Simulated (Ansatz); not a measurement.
ScAl$_{3}$: several calculations on one system

Part 1: Relaxation

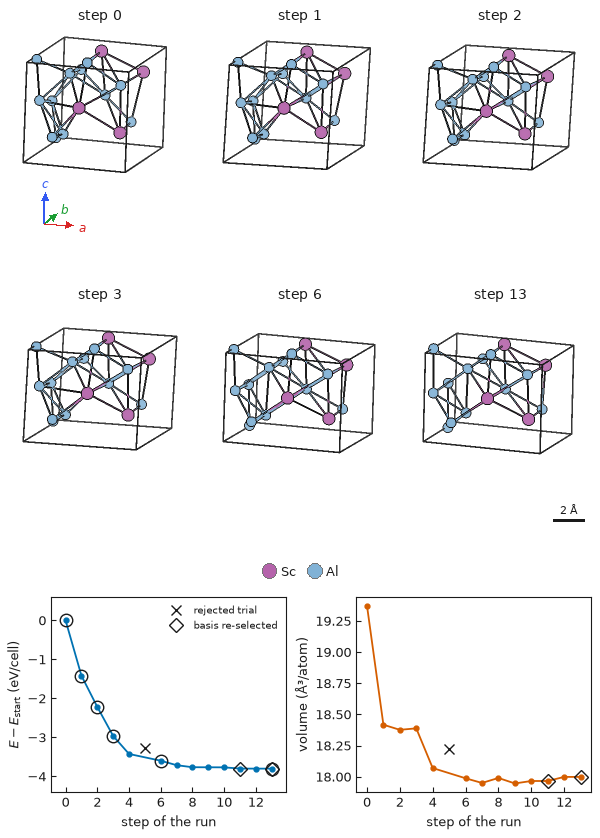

Frames of a relaxation of an amorphous cell of composition ScAl₃ (coarse preliminary run), marked on the history of the run. The picture is a ball-and-stick view of the cell of the calculation, seen slightly off an axis.

Case: the last frame of the dynamics.

These are results of DFT PBE, scalar-relativistic, plane waves, PAW in Ansatz 0.2.0, not measurements. (plane-wave cutoff 420 eV; k-point mesh 2 × 2 × 2; occupations gaussian; smearing width 0.1 eV; mesh shifted by (0.5, 0.5, 0.5); no spin polarisation; cell and atoms relaxed; force threshold 0.04 eV/Å; at most 70 steps)

**Describe the path.**

The largest moves relative to the cell, 0.48 Å, are those of Al atoms. By element the largest moves are Al 0.48 Å, Sc 0.34 Å. The drawn cell changes as follows: a 7.028 → 8.155 Å (+16.0 %), b 6.647 → 5.944 Å (−10.6 %), c 6.679 → 5.944 Å (−11.0 %), α 84.4° → 88.5°, γ 86.6° → 90.0°; the volume changes by −7.1 %. Some distances before and after: Al–Al 4.183 → 2.972 Å, Al–Al 3.060 → 4.158 Å, Al–Al 4.021 → 2.973 Å, Al–Al 3.993 → 2.972 Å. Bonds break, among them: Al–Sc (2.84 → 3.78 Å), Al–Sc (2.86 → 3.78 Å). Over 10 accepted moves (13 points after the start) the energy falls by 3.799 eV per cell of the calculation. The largest force component goes from 1.2 to 0.006 eV/Å. Pressure: −0.74 GPa at the start and −0.04 GPa at the end. The line search rejected the trial step at point 5 of the run. The SCF was repeated twice at an unchanged geometry on a basis and grid sized afresh for the cell, which shifted the energy by 31.8 meV per cell of the calculation at most. The run took 120 s on 2 threads of Intel(R) Xeon(R) Processor @ 2.50GHz (Skylake/Cascade Lake), on a shared host, peak memory 0.56 GiB. From step 0 to 1: a Sc atom moves most (0.19 Å), volume −4.9 %, energy −1.416 eV per cell of the calculation. From step 1 to 2: an Al atom moves most (0.09 Å), volume −0.2 %, energy −0.801 eV per cell of the calculation. From step 2 to 3: an Al atom moves most (0.08 Å), energy −0.743 eV per cell of the calculation. From step 3 to 6: an Al atom moves most (0.22 Å), volume −2.2 %, energy −0.635 eV per cell of the calculation. From step 6 to 13: Al atoms move most (0.21 Å), energy −0.203 eV per cell of the calculation.

```
step  E − E(0), meV/atom  largest force component, eV/Å  pressure, GPa  volume, Å³/atom                      note
   0                0.00                         1.2344          -0.74           19.373                          
   1              -88.51                         0.5153           0.90           18.418                          
   2             -138.59                         0.5583           0.97           18.377                          
   3             -185.03                         0.2997           0.30           18.389                          
   4             -213.90                         0.3858           0.66           18.070                          
   5             -204.72                         1.2052          -0.16           18.225                  rejected
   6             -224.74                         0.2432           0.46           17.988                          
   7             -231.89                         0.1492           0.26           17.951                          
   8             -235.16                         0.0312          -0.10           17.991                          
   9             -235.28                         0.0250           0.10           17.947                          
  10             -235.37                         0.0021           0.01           17.966                          
  11             -237.36                         0.0027           0.11           17.966  same geometry, new basis
  12             -237.40                         0.0060          -0.04           17.999                          
  13             -237.42                         0.0060          -0.04           17.999  same geometry, new basis
```

Limits of the set-up: the k-point mesh is coarse for a cell with partly filled bands; the periodic images lie only 6.6 Å apart, so the values are limited by the cell's size.

Part 2: Relaxation

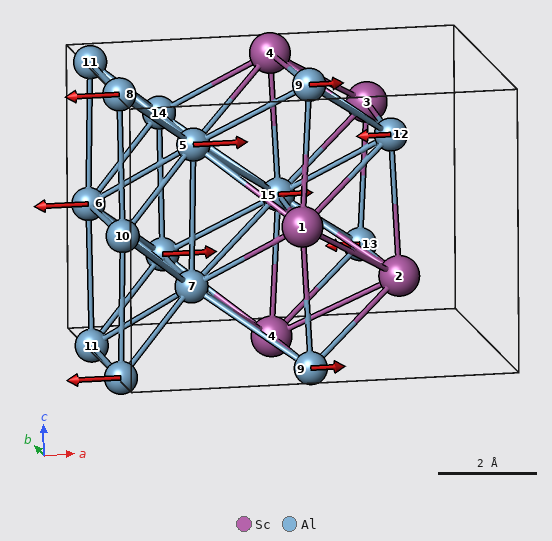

This is a relaxation of an amorphous cell of composition ScAl$_{3}$ (coarse preliminary run). The starting structure is drawn; red arrows show the displacements (the part carried along by the change of the cell is left out), 30 times their true length.

A ball-and-stick model of the cell of the calculation, seen slightly off an axis.

Case: the last frame of the dynamics, relaxed further on a centred mesh.

These are results of DFT PBE, scalar-relativistic, plane waves, PAW in Ansatz 0.2.0, not measurements.

The input:
```yaml
crystal:
  lattice:
    - [8.1545051217, -0.0373943602, 0.003869237]
    - [0.0281576607, 5.943166108, 0.0752461901]
    - [-0.0031883409, 0.0756996191, 5.9432057276]
  atoms:
    - { symbol: Sc, position: [0.480191147, 0.2235754, 0.5004781197] }
    - { symbol: Sc, position: [0.7698704637, 0.4735594152, 0.2505077543] }
    - { symbol: Sc, position: [0.7698849696, 0.9735602693, 0.7505081709] }
    - { symbol: Sc, position: [0.4802027287, 0.7235768454, 0.000481642] }
    - { symbol: Al, position: [0.240570081, 0.473580096, 0.7504938965] }
    - { symbol: Al, position: [0.0095057156, 0.7235536986, 0.5004956688] }
    - { symbol: Al, position: [0.2338860001, 0.4735756993, 0.2504758596] }
    - { symbol: Al, position: [0.0095077394, 0.2235702858, 0.0005026835] }
    - { symbol: Al, position: [0.4996612784, 0.2235756956, 0.0004827787] }
    - { symbol: Al, position: [0.0161875536, 0.2235787715, 0.5005102353] }
    - { symbol: Al, position: [0.0161879075, 0.7235571801, 0.000510473] }
    - { symbol: Al, position: [0.7504120766, 0.4735577127, 0.7505047297] }
    - { symbol: Al, position: [0.7504146371, 0.9735590543, 0.2505065374] }
    - { symbol: Al, position: [0.2338881712, 0.9735613567, 0.7504813209] }
    - { symbol: Al, position: [0.4996579676, 0.7235798941, 0.5004815724] }
    - { symbol: Al, position: [0.2405649098, 0.9735687192, 0.2504851186] }
  symmetry: { detect: false }
basis:
  ecutwfc: 420
kpoints:
  mp_grid: { grid: [3, 4, 4] }
hamiltonian:
  xc: pbe
scf:
  occupations: { method: gaussian, width: 0.1 }
  lower_state_search: "off"
output:
  forces: true
  stress: true
  eigenvalues: true
relax:
  adjacent_minimum: "off"
  f_tol: 0.04
  max_steps: 25
  cell: { stress_tol: 0.3 }
```

Run as
```bash
ansatz run input.yaml --threads 2 --pin off --max-ram 5120MiB --backend cpu --events-out ev --progress --plain --runs-dir out
```

Atoms of which element are displaced furthest, and by how much?

Aluminium: up to 0.039 Å, against 0.002 Å for scandium.

What happened in the run?

The largest moves relative to the cell, 0.039 Å, are those of Al5, Al6, Al8 and Al16. Al16 goes along +a. Largest moves by element: Al 0.039 Å, Sc 0.002 Å. Cell: a 8.155 → 8.286 Å (+1.6 %), b = c 5.944 → 5.888 Å (−0.9 %), α 88.5° → 88.7°. Volume −0.3 %. Some distances before and after: Al5–Al6 2.802 → 2.864 Å, Al10–Al16 2.806 → 2.835 Å, Al10–Al12 3.037 → 3.065 Å, Al14–Al16 2.972 → 2.946 Å. After 3 accepted moves (4 points after the start) the energy has fallen by 62.7 meV per cell of the calculation. The largest force component goes from 0.25 to 0.022 eV/Å. Pressure: −0.29 GPa at the start and −0.05 GPa at the end. The SCF was repeated once at an unchanged geometry on a basis and grid sized afresh for the cell, which shifted the energy by less than 0.05 meV per cell of the calculation at most. The run took 3 min on 2 threads of Intel(R) Xeon(R) Processor @ 2.50GHz (Skylake/Cascade Lake), with other jobs on the host, peak memory 0.74 GiB.

Limits of the set-up: the periodic images lie only 5.9 Å apart, so the values are limited by the cell's size.

Part 3: Dynamics

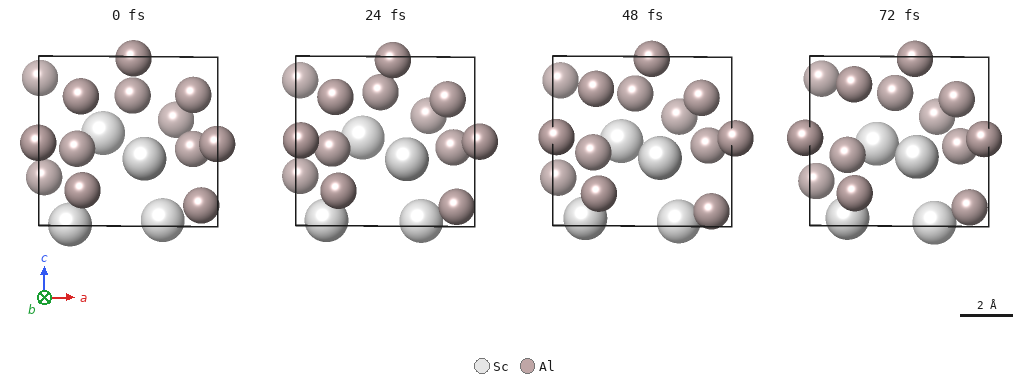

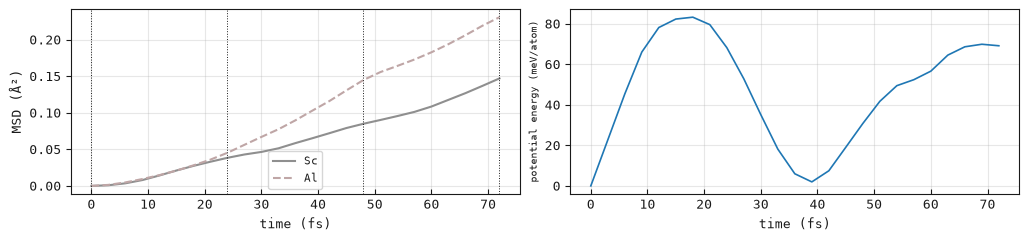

A Born-Oppenheimer molecular dynamics run of an amorphous cell of composition ScAl3 (16 atoms in the cell), 72 fs long. Frames and the history of the run. Style: spheres-only. Shown: the simulation cell, along the b axis.

These are results of DFT PBE, scalar-relativistic, plane waves, PAW (Ansatz), not measurements. Run with plane-wave cutoff 320 eV; k-point mesh 1 × 1 × 1; Fermi-Dirac smearing 0.18 eV; volume 1.12 times that of the relaxed crystal; set temperature 2090 K; time step 3 fs.

Input file:
```yaml
crystal:
  lattice:
    - [7.024824, 0.200776, -0.009459]
    - [0.200776, 6.635876, 0.323421]
    - [-0.009459, 0.323421, 6.671066]
  atoms:
    - { symbol: Sc, position: [0.3593992534, 0.8698082073, 0.5478546686] }
    - { symbol: Sc, position: [0.5903266282, 0.2738051889, 0.3983668983] }
    - { symbol: Sc, position: [0.6925338118, 0.7260671154, 0.0368052295] }
    - { symbol: Sc, position: [0.1743427774, 0.5719252577, 0.0071405518] }
    - { symbol: Al, position: [0.2351204664, 0.2211757119, 0.7636706233] }
    - { symbol: Al, position: [0.8632102455, 0.3258419755, 0.7766270121] }
    - { symbol: Al, position: [0.9967309286, 0.1424390913, 0.4877948447] }
    - { symbol: Al, position: [0.0297344009, 0.8576698403, 0.2853174123] }
    - { symbol: Al, position: [0.2440870705, 0.1607103388, 0.2094350197] }
    - { symbol: Al, position: [0.7669399314, 0.9050287758, 0.6292550334] }
    - { symbol: Al, position: [0.9079547619, 0.1912674905, 0.1251232315] }
    - { symbol: Al, position: [0.5292814604, 0.1454134963, 0.9900934103] }
    - { symbol: Al, position: [0.8619850347, 0.5770367448, 0.4576864034] }
    - { symbol: Al, position: [0.006809462, 0.9725335394, 0.8703139411] }
    - { symbol: Al, position: [0.5244981823, 0.4620464537, 0.770583302] }
    - { symbol: Al, position: [0.2138662642, 0.4858168836, 0.454335838] }
  symmetry: { detect: false }
basis:
  ecutwfc: 320
  xc_grid: 1
kpoints:
  mp_grid: { grid: [1, 1, 1], shift: [0.25, 0.25, 0.25] }
hamiltonian:
  xc: pbe
scf:
  occupations: { method: fermi_dirac, width: 0.1801 }
  lower_state_search: "off"
  convergence: { dr2_threshold: 1.0e-05 }
output:
  forces: true
  stress: true
md:
  timestep: 3.0
  n_steps: 24
  ensemble: nvt_langevin
  friction: 0.03
  temperature: 2090.0
  initial_velocities: maxwell_boltzmann
  seed: 81362
```

Run as
```bash
ansatz run input.yaml --threads 2 --pin off --max-ram 5120MiB --backend cpu --events-out ev --progress --plain --runs-dir out
```

### What happens in this trajectory?

Root-mean-square distances from the starting positions over the second half, with the common drift of all atoms taken out: Al 0.40 Å, Sc 0.31 Å. The run lasts only 72 fs, too short to tell vibration from diffusion. The mean temperature in the second half is 1817 K (standard deviation 284 K). The potential energy is still drifting at the end, so the run hasn't reached equilibrium. The potential energy in the second half lies on average 41.4 meV per atom above the first frame. The mean pressure there is 10.1 GPa.

Limits of the set-up: the k-point mesh is coarse for a cell with partly filled bands; the cutoff lies below the recommended one; the periodic images lie only 6.6 Å apart, so the values are limited by the cell's size.

The run took 40 s on 2 threads of Intel(R) Xeon(R) Processor @ 2.50GHz (Skylake/Cascade Lake), with other jobs on the host, peak memory 0.39 GiB.

Part 4: Dynamics

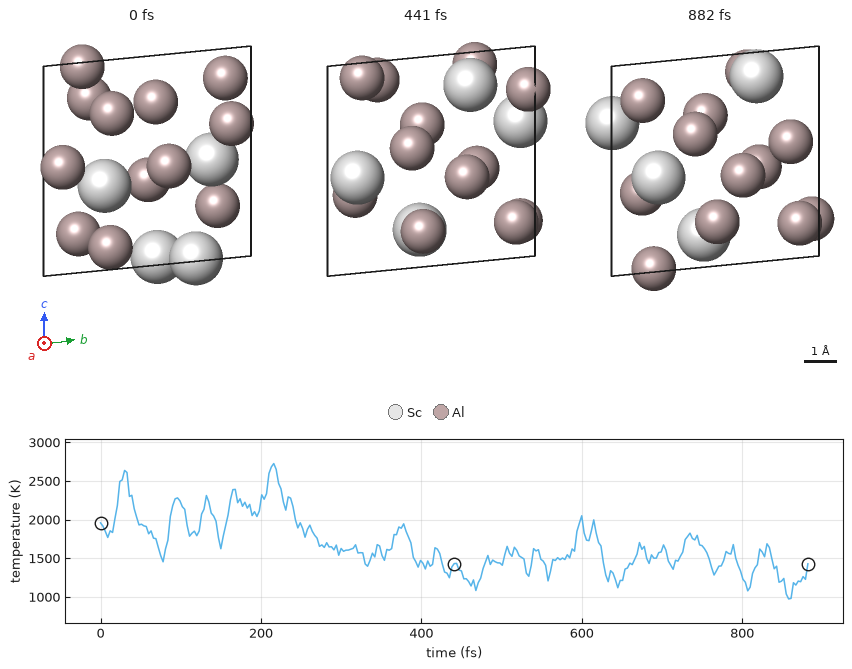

First-principles dynamics of an amorphous cell of composition ScAl3 (16 atoms in the cell), 882 fs long. Frames and the history of the run. The picture is a spheres-only view of the simulation cell, seen along the a axis. Atoms that leave the cell re-enter on the other side.

The calculation used DFT PBE, scalar-relativistic, plane waves, PAW (Ansatz 0.2.0). Set-up: plane-wave cutoff 420 eV; k-point mesh 1 × 1 × 1; Fermi-Dirac smearing 0.18 eV; volume 1.12 times that of the relaxed crystal; set temperature 2090 K; time step 3 fs.

The input:
```yaml
crystal:
  lattice:
    - [7.024824, 0.200776, -0.009459]
    - [0.200776, 6.635876, 0.323421]
    - [-0.009459, 0.323421, 6.671066]
  atoms:
    - { symbol: Sc, position: [0.3738056617, 0.8067953118, 0.4738547553] }
    - { symbol: Sc, position: [0.596836988, 0.2907181272, 0.398329481] }
    - { symbol: Sc, position: [0.6949812866, 0.7308337843, 0.0103424552] }
    - { symbol: Sc, position: [0.2089451777, 0.5453481984, 0.0348809796] }
    - { symbol: Al, position: [0.2461606623, 0.2169380776, 0.8234494347] }
    - { symbol: Al, position: [0.8198123609, 0.3254457008, 0.7398038293] }
    - { symbol: Al, position: [0.9724751334, 0.0891278456, 0.505798049] }
    - { symbol: Al, position: [0.0353709092, 0.8349452033, 0.2513744098] }
    - { symbol: Al, position: [0.249441501, 0.1646703128, 0.1809895588] }
    - { symbol: Al, position: [0.7098881015, 0.9021792689, 0.6358319976] }
    - { symbol: Al, position: [0.8915053335, 0.3184285504, 0.1023740181] }
    - { symbol: Al, position: [0.5862173013, 0.1827428629, 0.976263908] }
    - { symbol: Al, position: [0.8390430806, 0.6009991067, 0.4624635071] }
    - { symbol: Al, position: [0.0649796397, 0.8724836408, 0.8554387213] }
    - { symbol: Al, position: [0.4754901113, 0.5365840048, 0.7739414504] }
    - { symbol: Al, position: [0.2096468165, 0.5009371045, 0.4068507277] }
  symmetry: { detect: false }
basis:
  ecutwfc: 420
  xc_grid: 1
kpoints:
  mp_grid: { grid: [1, 1, 1], shift: [0.25, 0.25, 0.25] }
hamiltonian:
  xc: pbe
scf:
  occupations: { method: fermi_dirac, width: 0.1801 }
  lower_state_search: "off"
  convergence: { dr2_threshold: 1.0e-05 }
output:
  forces: true
  stress: true
md:
  timestep: 3.0
  n_steps: 294
  ensemble: nvt_langevin
  friction: 0.005
  temperature: 2090.0
  initial_velocities: maxwell_boltzmann
  seed: 81363
```

Command:
```bash
ansatz run input.yaml --threads 2 --pin off --max-ram 5120MiB --backend cpu --events-out ev --progress --plain --runs-dir out
```

**Describe the run.**

Over the second half the temperature averages 1462 K (spread ±204 K). That is still far from the set 2090 K: the thermostat hasn't settled it within this run. The potential energy in the second half lies on average 261 meV per atom below the first frame. The mean pressure there is 3.0 GPa. In the second half of the run the atoms are, in the root-mean-square, this far from where they began (common drift taken out): Al 1.46 Å, Sc 1.30 Å. Against the typical shortest distance between atoms in the first frame, about 2.5 Å these are large excursions, but over 882 fs one can't yet tell strong vibration from the start of diffusion. 1 of the 16 free atoms end more than three quarters of that spacing from the start.

Limits of the set-up: the k-point mesh is coarse for a cell with partly filled bands; the periodic images lie only 6.6 Å apart, so the values are limited by the cell's size.

Cost: 10 min on 2 threads of Intel(R) Xeon(R) Processor @ 2.50GHz (Skylake/Cascade Lake), on a shared host, peak memory 0.45 GiB.
